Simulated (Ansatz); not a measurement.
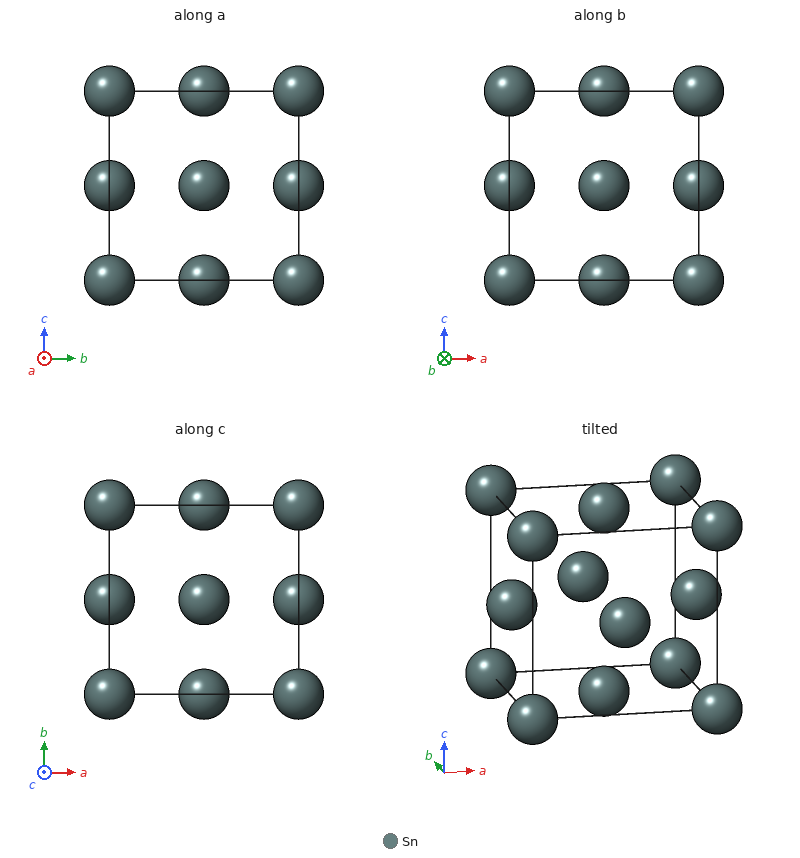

Crystal structure, spheres-only style, seen along the a axis, along the b axis, along the c axis and slightly off an axis. The conventional unit cell is outlined; an atom on or near a face, edge or corner is repeated at each equivalent position.

Lattice parameters: a = 4.822 Å, b = 4.822 Å, c = 4.822 Å, α = 90.00°, β = 90.00°, γ = 90.00°.

### Put the structure into a table of Wyckoff sites.

Space group Fm-3m (No. 225).
```
atom  site       x       y       z
  Sn    4a  0.0000  0.0000  0.0000
```

Its origin is a structure type filled with this element by a generator (whether the element takes this form wasn't checked). Earlier steps of the study may have refined or changed the cell and positions. It was the input of a calculation with Ansatz.
